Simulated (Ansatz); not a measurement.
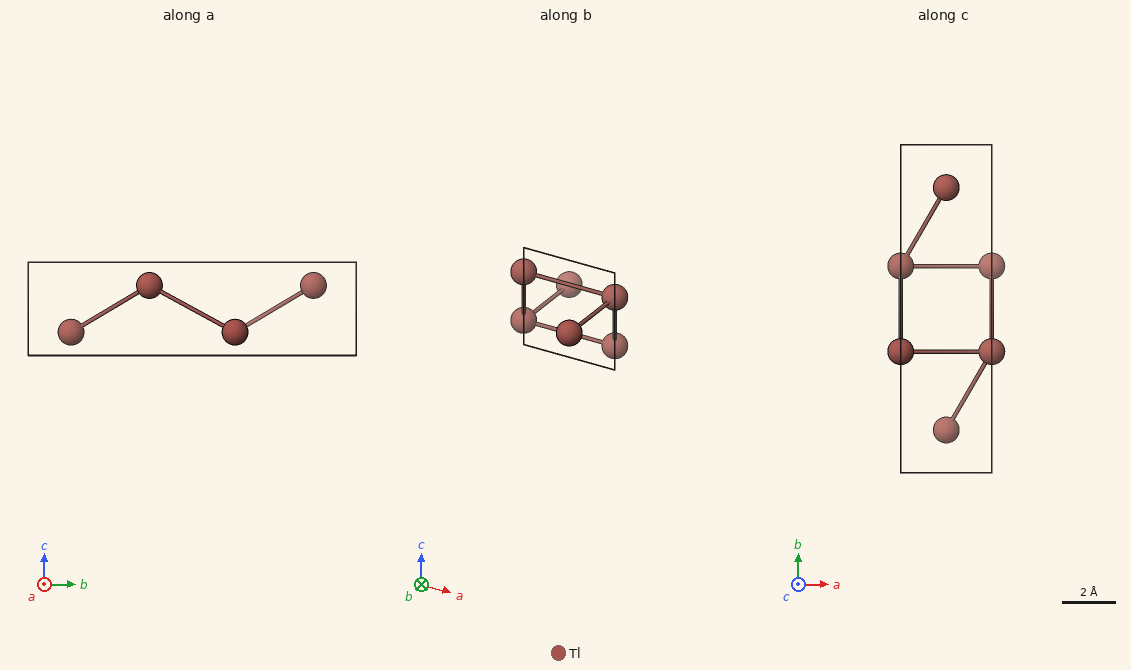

A ball-and-stick rendering, viewed along the a axis, along the b axis and along the c axis. The conventional unit cell is drawn as a box.

Lattice parameters: a = 3.580 Å, b = 12.408 Å, c = 3.668 Å, α = 90.00°, β = 105.63°, γ = 90.00°.

Give the structure in the form of a table of Wyckoff sites, with free fractional coordinates to two decimals.

Answer. Space group C2/c (No. 15).
```json
{"atom": "Tl", "site": "4e", "x": "0.50", "y": "0.87", "z": "0.75"}
```

The cell started as a structure type filled with this element by a generator (whether the element takes this form wasn't checked). Earlier steps of the study may have refined or changed the cell and positions. It went into a calculation with Ansatz.
